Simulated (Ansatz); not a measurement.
## STM study: Al2Cu(001) (I4/mmm bulk, the cell from a database of computed structures, not from a measurement, 8 atomic planes (those closer than 0.6 Å count as one), 10 Å, Cu-terminated)

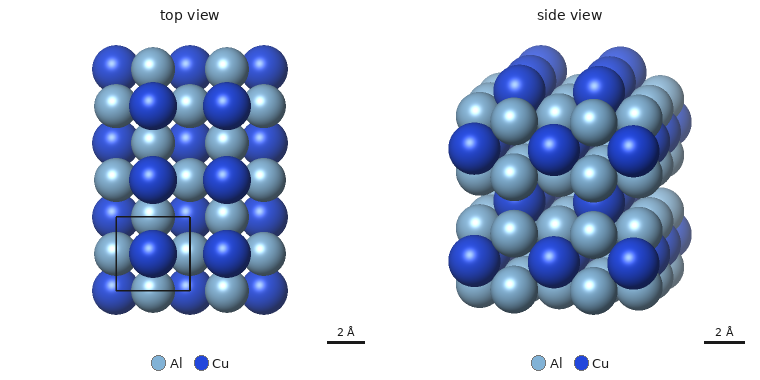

The relaxed structure from above and from the side.

Method: DFT PBEsol, scalar-relativistic, plane waves, PAW in Ansatz. Cutoff 420 eV, 15 × 15 k-points, Gaussian smearing 0.1 eV, dipole correction. The slab is a cut without reconstruction beyond its cell, at the source's lattice constants, with its lower half held fixed and the rest relaxed. No spin polarisation. The run couldn't confirm all of its levels under its output density. The run warns that the functional's potential is rough in the thin density of the vacuum, where the tip is; weak contrasts and barriers may feel it. On this mesh the free atoms still feel up to 0.09 eV/Å.

The STM signal is simulated in the Tersoff–Hamann approximation. Bias windows are sharp sums over the levels of the k mesh.

The calculation's input:

```yaml
crystal:
  lattice:
    - [4.060675, 0.0, 0.0]
    - [0.0, 4.060675, 0.0]
    - [0.0, 0.0, 27.9788289869]
  atoms:
    - { symbol: Al, position: [0.5, 0.0, 0.3216717899] }
    - { symbol: Al, position: [0.0, 0.5, 0.3216717899] }
    - { symbol: Cu, position: [0.0, 0.0, 0.3726227099] }
    - { symbol: Al, position: [0.0, 0.5, 0.42357362] }
    - { symbol: Al, position: [0.5, 0.0, 0.42357362] }
    - { symbol: Cu, position: [0.5, 0.5, 0.47452454] }
    - { symbol: Al, position: [0.5, 0.0, 0.5262816934] }
    - { symbol: Al, position: [0.0, 0.5, 0.5262816934] }
    - { symbol: Cu, position: [0.0, 0.0, 0.5772313864] }
    - { symbol: Al, position: [0.0, 0.5, 0.6281226326] }
    - { symbol: Al, position: [0.5, 0.0, 0.6281226326] }
    - { symbol: Cu, position: [0.5, 0.5, 0.6751352994] }
basis:
  ecutwfc: 420.0
  fft_grid_basis: typed
kpoints:
  mp_grid: { grid: [15, 15, 1] }
hamiltonian:
  xc: pbesol
  pseudopotentials: { kind: paw }
scf:
  occupations: { method: gaussian, width: 0.1 }
output:
  forces: true
  eigenvalues: true
  band_densities:
    - { e_range: [-2.0, -1.0] }
    - { e_range: [-1.0, -0.5] }
    - { e_range: [-0.5, -0.25] }
    - { e_range: [-0.25, 0.0] }
    - { e_range: [0.0, 0.25] }
    - { e_range: [0.25, 0.5] }
    - { e_range: [0.5, 1.0] }
    - { e_range: [1.0, 1.5] }
  band_residual_tolerance: 1.0e-05
  write_potential: true
  elf: true
  write_density: true
  volumetric_format: npy
efield:
  axis: 3
  dipole_correction: true
  ramp_width: 0.04
checkpoint:
  read: start.run
  write: ck
  compress: false
  write_wavefunctions: false
  write_every: 100000
```

Run with:

```sh
ansatz run input.yaml --threads 1 --pin off --max-ram 2211MiB --backend cpu --events-out ev --progress --plain --runs-dir out
```

This step took 2.3 min on 1 thread of Intel(R) Xeon(R) Platinum 8375C CPU @ 2.90GHz (Ice Lake), with other jobs on the host, peak memory 1.1 GiB; the relaxation before it isn't counted.

Part 1: One image

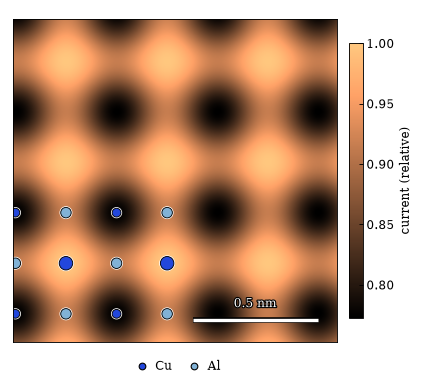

Constant-height image 5.0 Å above the topmost atom of this surface, sample bias −1.00 V. The atoms seen from above are drawn over one corner (deeper ones smaller).

Which atoms or sites appear bright, which dark, and how strong is the contrast?

Answer. The brightest spots lie over the top Cu atoms; the darkest points are over the sites above the Cu atoms 2.7 Å below the top plane. The brightest point carries 1.3 times the current of the darkest.

Part 2: Approach curves

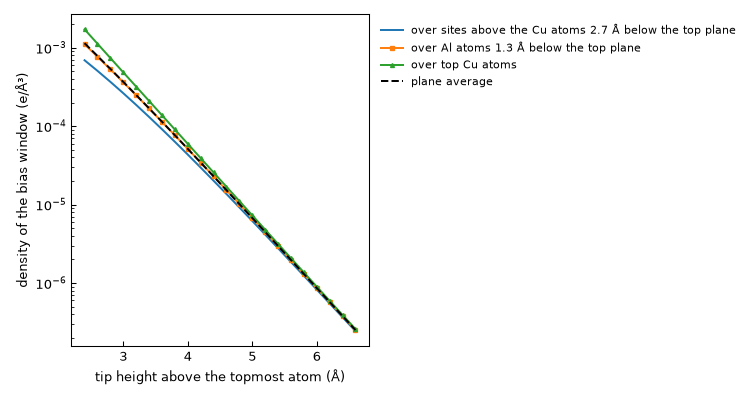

Approach curves over this surface at a sample bias of +1.00 V.

How fast does the current decay, and what apparent barrier height does that imply?

Answer. Near 4 Å the plane average falls as exp(−2.00 z/Å), a factor of 7.4 per ångström, which gives an apparent barrier of 3.8 eV (0.952 eV Å² times the slope squared). The vacuum level lies 3.99 eV above zero bias. The upper edge of the window lies 2.99 eV under it. The apparent barrier is above 2.99 eV. At 4 Å the 0.50 eV of states nearest the upper edge carry 50 % of the density.

Part 3: States by depth

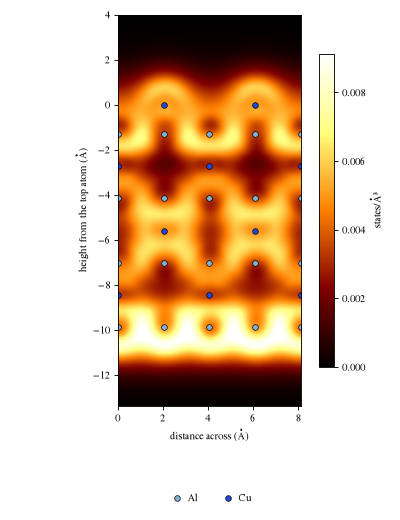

Density of all states between +0.25 and +0.50 eV (zero: the Fermi level) of this surface: side view, averaged along the second cell vector.

The picture shows the smooth PAW orbitals' density alone, which lacks about 9 % of these states' charge, near the nuclei; the shares below count all of it.

Where in the slab do these states sit?

Answer. The window holds 1.2 states per cell. Shares by plane (space cut midway between planes), top to bottom: Cu 15 %, Al (2 atoms) 11 %, Cu 8 %, Al (2 atoms) 9 %, Cu 12 %, Al (2 atoms) 10 %, Cu 11 %, Al (2 atoms) 25 %; the outer planes' shares include the vacuum, and density in a gap between layers is shared out between the planes on either side.

Part 4: Bias series

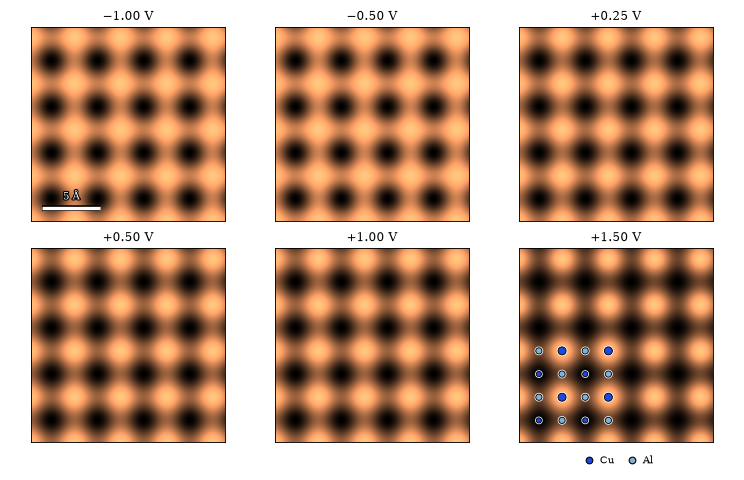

Constant-height images of this surface at 6 sample biases, each on its own colour scale; the last has the atoms seen from above drawn over one corner (deeper ones smaller).

How do the images change with bias?

Answer.
```json
{"bias": "−1.00 V", "height (Å)": "4.0", "bright/dark": "1.6", "brightest over": "top Cu atoms"}
{"bias": "−0.50 V", "height (Å)": "4.0", "bright/dark": "1.5", "brightest over": "top Cu atoms"}
{"bias": "+0.25 V", "height (Å)": "4.0", "bright/dark": "1.5", "brightest over": "top Cu atoms"}
{"bias": "+0.50 V", "height (Å)": "4.0", "bright/dark": "1.4", "brightest over": "top Cu atoms"}
{"bias": "+1.00 V", "height (Å)": "4.0", "bright/dark": "1.4", "brightest over": "top Cu atoms"}
{"bias": "+1.50 V", "height (Å)": "4.0", "bright/dark": "1.9", "brightest over": "top Cu atoms"}
```

The slab has states at the Fermi level, so this model gives a current down to small biases. Its work function (top face) is 3.99 eV.
